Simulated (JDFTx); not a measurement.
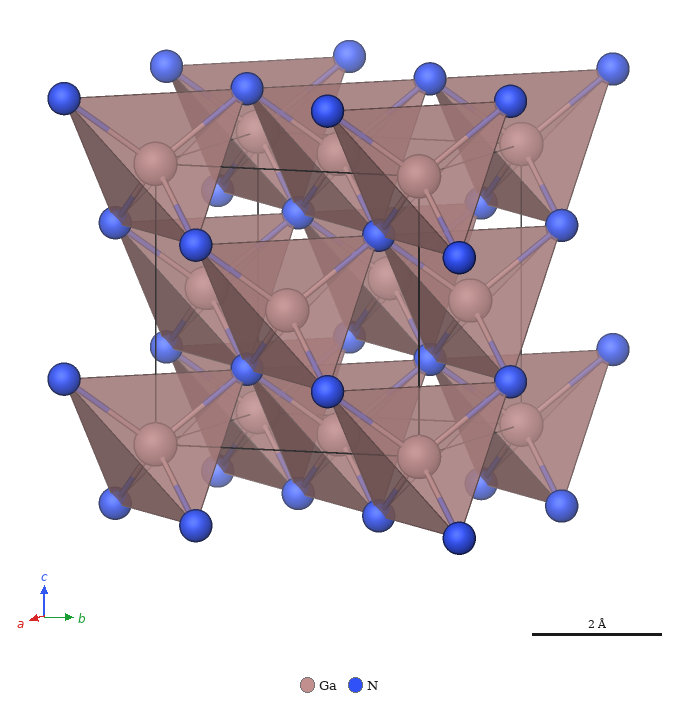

**Figure 1.** The structure as given in the input (polyhedral view of the cell 4 times as large as that of the calculation, set on its symmetry axes, seen slightly off an axis; polyhedra are completed across the faces of the cell). An atom can appear more than once, as a periodic image.

## Single-point calculation at one volume of an equation of state of GaN

- system: GaN (F-43m, 2 atoms in the cell)
- method: Kohn-Sham DFT of a periodic cell, PBEsol, PseudoDojo-SR-PBEsol-0.4.1-standard, no spin polarisation (JDFTx 1.7.0 (patched build))

The structure derives from a Materials Project entry. It belongs to a series of runs on one base structure; here: volume scaled by 0.94.

The input:
```
lattice \
    0.0000000000     4.1715664349     4.1715664349 \
    4.1715664349     0.0000000000     4.1715664349 \
    4.1715664349     4.1715664349     0.0000000000
coords-type Lattice
ion Ga     0.0000000000     0.0000000000     0.0000000000 1
ion N      0.2500000000     0.2500000000     0.2500000000 1

ion-species pseudo/Ga.upf
ion-species pseudo/N.upf
elec-cutoff 42 336
elec-ex-corr gga-PBEsol
kpoint-folding 10 10 10
elec-smearing Fermi 0.0018374661
elec-n-bands 15
electronic-SCF nIterations 100 energyDiffThreshold 1e-09
electronic-minimize nIterations 30 energyDiffThreshold 1e-7
forces-output-coords Cartesian

dump-name run.$VAR
dump End Ecomponents EigStats BandEigs Kpoints Forces Stress ElecDensity Dtot KEdensity
```

Run on 1 thread of Intel Xeon (Sapphire Rapids), 32 GiB of memory available, shared host.

Run as:
```bash
jdftx -c 1 -i GaN.in -o GaN.out
```

Output:
```
*************** JDFTx 1.7.0 (patched build) ***************

Input parsed successfully to the following command list (including defaults):
[... the input with its defaults ...]

---------- Setting up symmetries ----------

Found 48 point-group symmetries of the bravais lattice
Found 24 space-group symmetries with basis
Applied RMS atom displacement 0 bohrs to make symmetries exact.

---------- Initializing the Grid ----------
R =
[            0      4.17157      4.17157  ]
[      4.17157            0      4.17157  ]
[      4.17157      4.17157            0  ]
unit cell volume = 145.187
G =
[  -0.753097   0.753097   0.753097  ]
[   0.753097  -0.753097   0.753097  ]
[   0.753097   0.753097  -0.753097  ]
Minimum fftbox size, Smin = [  52  52  52  ]
Chosen fftbox size, S = [  54  54  54  ]

---------- Initializing tighter grid for wavefunction operations ----------
R =
[            0      4.17157      4.17157  ]
[      4.17157            0      4.17157  ]
[      4.17157      4.17157            0  ]
unit cell volume = 145.187
G =
[  -0.753097   0.753097   0.753097  ]
[   0.753097  -0.753097   0.753097  ]
[   0.753097   0.753097  -0.753097  ]
Minimum fftbox size, Smin = [  36  36  36  ]
Chosen fftbox size, S = [  36  36  36  ]

---------- Exchange Correlation functional ----------
Initalized PBEsol GGA exchange.
Initalized PBEsol GGA correlation.

---------- Setting up pseudopotentials ----------
Width of ionic core gaussian charges (only for fluid interactions / plotting) set to 0

Reading pseudopotential file 'pseudo/Ga.upf':
  'Ga' pseudopotential, 'PBESOL' functional
  Generated using ONCVPSP code by D. R. Hamann
  13 valence electrons, 3 orbitals, 6 projectors, 1001 radial grid points, with lMax = 2
    3D    l: 2   occupation: 10.0   eigenvalue: -0.704192
    4S    l: 0   occupation:  2.0   eigenvalue: -0.329374
    4P    l: 1   occupation:  1.0   eigenvalue: -0.094479
  Core radius for overlap checks: 1.84 bohrs.

Reading pseudopotential file 'pseudo/N.upf':
  'N' pseudopotential, 'PBESOL' functional
  Generated using ONCVPSP code by D. R. Hamann
  5 valence electrons, 2 orbitals, 4 projectors, 1001 radial grid points, with lMax = 1
    2S    l: 0   occupation:  2.0   eigenvalue: -0.678237
    2P    l: 1   occupation:  3.0   eigenvalue: -0.258576
  Core radius for overlap checks: 1.31 bohrs.

Initialized 2 species with 2 total atoms.

Folded 1 k-points by 10x10x10 to 1000 k-points.

---------- Setting up k-points, bands, fillings ----------
Adding inversion symmetry to k-mesh for non-inversion-symmetric unit cell.
Reduced to 47 k-points under symmetry.
Computing the number of bands and number of electrons
Calculating initial fillings.
nElectrons:  18.000000   nBands: 15   nStates: 47

----- Setting up reduced wavefunction bases (one per k-point) -----
average nbasis = 1886.853 , ideal nbasis = 1887.537

---------- Setting up ewald sum ----------
Optimum gaussian width for ewald sums = 1.894653 bohr.
Real space sum over 1331 unit cells with max indices [  5  5  5  ]
Reciprocal space sum over 2197 terms with max indices [  6  6  6  ]

---------- Allocating electronic variables ----------
Initializing wave functions:  linear combination of atomic orbitals
Note: number of bands (15) exceeds available atomic orbitals (13)
Ga pseudo-atom occupations:   s ( 2 )  p ( 1 )  d ( 10 )
N pseudo-atom occupations:   s ( 2 )  p ( 3 )
	FillingsUpdate:  mu: +0.605548601  nElectrons: 18.000000
LCAOMinimize: Iter:   0  F: -76.9766091197431308  |grad|_K:  7.714e-03  alpha:  1.000e+00
	FillingsUpdate:  mu: +0.490173953  nElectrons: 18.000000
LCAOMinimize: Iter:   1  F: -77.1021837815464721  |grad|_K:  3.617e-04  alpha:  3.655e-01  linmin: -4.927e-01  cgtest:  9.320e-01
LCAOMinimize: Encountered beta<0, resetting CG.
[... 5 lines of inner loops ...]
LCAOMinimize: Iter:   4  F: -77.1024468201575388  |grad|_K:  6.151e-07  alpha:  4.619e-01  linmin: -6.848e-06  cgtest:  4.881e-04
	FillingsUpdate:  mu: +0.484353920  nElectrons: 18.000000
LCAOMinimize: Iter:   5  F: -77.1024468216050138  |grad|_K:  2.441e-08  alpha:  7.234e-01  linmin: -1.450e-03  cgtest:  7.498e-03
LCAOMinimize: Converged (|Delta F|<1.000000e-06 for 2 iters).

-------- Electronic minimization -----------
Will mix electronic density at each iteration.
	FillingsUpdate:  mu: +0.484353920  nElectrons: 18.000000
	FillingsUpdate:  mu: +0.466203314  nElectrons: 18.000000
SCF: Cycle:  0   F: -77.143217887935577   dF: -4.077e-02   |Residual|: 5.489e-02   |deigs|: 3.319e-01
	FillingsUpdate:  mu: +0.460423045  nElectrons: 18.000000
SCF: Cycle:  1   F: -77.144814976029153   dF: -1.597e-03   |Residual|: 2.179e-02   |deigs|: 1.233e-02
	FillingsUpdate:  mu: +0.461474078  nElectrons: 18.000000
SCF: Cycle:  2   F: -77.144861068698475   dF: -4.609e-05   |Residual|: 8.985e-03   |deigs|: 2.556e-03
	FillingsUpdate:  mu: +0.462150343  nElectrons: 18.000000
SCF: Cycle:  3   F: -77.144866571333964   dF: -5.503e-06   |Residual|: 1.178e-03   |deigs|: 8.385e-04
	FillingsUpdate:  mu: +0.462316627  nElectrons: 18.000000
SCF: Cycle:  4   F: -77.144867422573327   dF: -8.512e-07   |Residual|: 3.221e-04   |deigs|: 3.601e-04
	FillingsUpdate:  mu: +0.462362569  nElectrons: 18.000000
SCF: Cycle:  5   F: -77.144867568246184   dF: -1.457e-07   |Residual|: 1.238e-04   |deigs|: 1.656e-04
	FillingsUpdate:  mu: +0.462373584  nElectrons: 18.000000
SCF: Cycle:  6   F: -77.144867613030144   dF: -4.478e-08   |Residual|: 2.607e-05   |deigs|: 1.445e-04
	FillingsUpdate:  mu: +0.462370906  nElectrons: 18.000000
SCF: Cycle:  7   F: -77.144867626132921   dF: -1.310e-08   |Residual|: 1.407e-05   |deigs|: 1.723e-04
	FillingsUpdate:  mu: +0.462370997  nElectrons: 18.000000
SCF: Cycle:  8   F: -77.144867629842608   dF: -3.710e-09   |Residual|: 8.892e-06   |deigs|: 1.973e-04
	FillingsUpdate:  mu: +0.462370783  nElectrons: 18.000000
SCF: Cycle:  9   F: -77.144867630815227   dF: -9.726e-10   |Residual|: 2.222e-06   |deigs|: 1.059e-04
	FillingsUpdate:  mu: +0.462370891  nElectrons: 18.000000
SCF: Cycle: 10   F: -77.144867631196263   dF: -3.810e-10   |Residual|: 5.810e-07   |deigs|: 2.399e-04
SCF: Converged (|Delta E|<1.000000e-09 for 2 iters).

Setting wave functions to eigenvectors of Hamiltonian

# Stress tensor in Cartesian coordinates [Eh/a0^3]:
[ -0.000411881            0            0  ]
[            0 -0.000411881            0  ]
[            0            0 -0.000411881  ]

# Ionic positions in lattice coordinates:
ion Ga   0.000000000000000   0.000000000000000   0.000000000000000 1
ion N   0.250000000000000   0.250000000000000   0.250000000000000 1

# Forces in Cartesian coordinates:
force Ga  -0.000000000000000  -0.000000000000000   0.000000000000000 1
force N  -0.000000000000000  -0.000000000000000   0.000000000000000 1

# Energy components:
   Eewald =      -59.5528642531104992
       EH =       21.1757583231887878
     Eloc =      -55.3461984933227811
      Enl =      -39.2955826960291148
      Exc =      -23.8389904814119440
 Exc_core =        9.5836317662754578
       KE =       70.1293782032140740
-------------------------------------
     Etot =      -77.1448676311959929
       TS =        0.0000000000002742
-------------------------------------
        F =      -77.1448676311962629

IonicMinimize: Iter:   0  F: -77.144867631196263  |grad|_K:       -nan
IonicMinimize: None of the convergence criteria satisfied after 0 iterations.

#--- Lowdin population analysis ---
# oxidation-state Ga +0.814
# oxidation-state N -0.785

Dumping 'run.eigStats' ...
	eMin: -0.182576 at state 0 ( [ +0.000000 +0.000000 +0.000000 ] spin 0 )
	HOMO: +0.422120 at state 0 ( [ +0.000000 +0.000000 +0.000000 ] spin 0 )
	mu  : +0.462371
	LUMO: +0.499520 at state 0 ( [ +0.000000 +0.000000 +0.000000 ] spin 0 )
	eMax: +1.279305 at state 22 ( [ +0.000000 +0.300000 +0.300000 ] spin 0 )
	HOMO-LUMO gap: +0.077400
	Optical gap  : +0.077400 at state 0 ( [ +0.000000 +0.000000 +0.000000 ] spin 0 )
Done!
```

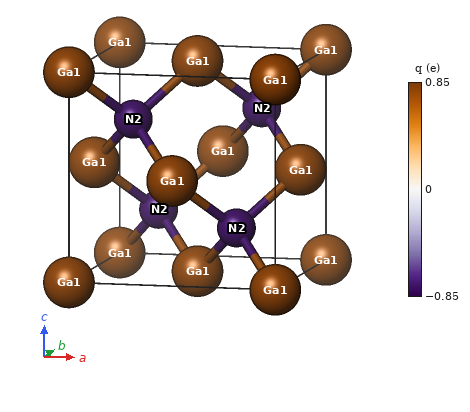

**Figure 2.** Löwdin charges, as the colour of each atom (ball-and-stick view of the cell 4 times as large as that of the calculation, set on its symmetry axes, seen slightly off an axis; atoms are numbered from 1 in the order of the input). By element: Ga +0.81 and N −0.79 e.

Key numbers:

| quantity | value |
| --- | --- |
| outcome | converged |
| space group (tolerance 0.01 Å) | F-43m (216) |
| electrons treated | 18 |
| free energy | −2099.2188 eV |
| gap on the k-point mesh | 2.11 eV |
| pressure | 12.12 GPa |
| largest force (length of the vector) | under 0.001 eV/Å |
| wall time | 41 s |
| peak memory | 0.11 GiB |

Notes:

The cell is under a pressure of 12.1 GPa at this level, so it is not at its equilibrium volume.
